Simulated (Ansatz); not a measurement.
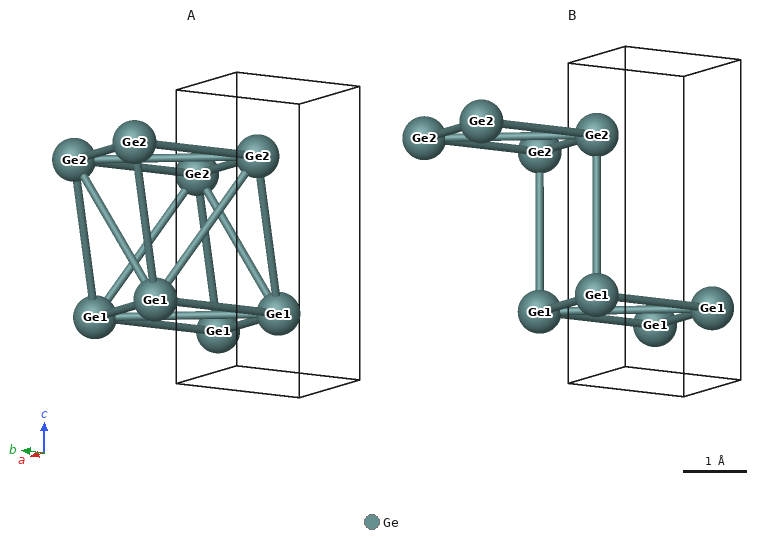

Two geometries of crystalline Ge (set up in Cmcm), drawn at one scale. One is the start of a relaxation, the other its converged end. Style: ball-and-stick. Shown: the cell of the calculation, reduced to other axes, repeated 2 × 2 × 1 with one cell outlined, from a free direction. Lengths and directions refer to the drawn axes.

Level of theory: Kohn-Sham DFT of a periodic cell, PBEsol with D3(BJ), Ansatz PAW in Ansatz 0.2.0. (plane-wave cutoff 420 eV; k-point mesh 10 × 10 × 6; occupations fermi-dirac; smearing width 0.05 eV; no spin polarisation; cell and atoms relaxed; force threshold 0.01 eV/Å; at most 40 steps)

Question: Which geometry has the lower energy?

Answer: Structure B is the relaxed one. The run lets cell and atoms move. The largest moves relative to the cell, 0.81 Å, are those of Ge1 and Ge2. Ge1 goes along [−1 −2 0]. The drawn cell changes as follows: a 2.976 → 2.814 Å (−5.4 %), b 2.991 → 2.814 Å (−5.9 %), c 4.728 → 5.157 Å (+9.1 %), γ 119.8° → 120.0°; the volume changes by −3.1 %. Near-neighbour distances that change, for instance: Ge1–Ge2 2.924 → 3.817 Å, Ge1–Ge2 (another image) 2.928 → 2.579 Å, Ge1–Ge1 2.991 → 2.814 Å. Within 0.06 Å the space group is P6_3/mmc at the start and P6/mmm at the end; at a tighter tolerance small leftover displacements or strains of the cell lower it. The energy falls by 78.6 meV per atom in 17 accepted moves (21 points after the start). Largest force component: 0.0006 eV/Å at the start, under 0.0001 eV/Å at the end. Pressure: −2.57 GPa at the start and 0.00 GPa at the end. The line search rejected the trial steps at points 4, 11 of the run. The SCF was repeated twice at an unchanged geometry on a basis and grid sized afresh for the cell, which shifted the energy by 0.2 meV per atom at most. The run took 49 s on 2 threads of Arm Neoverse V1 (shared host), peak memory 0.36 GiB.
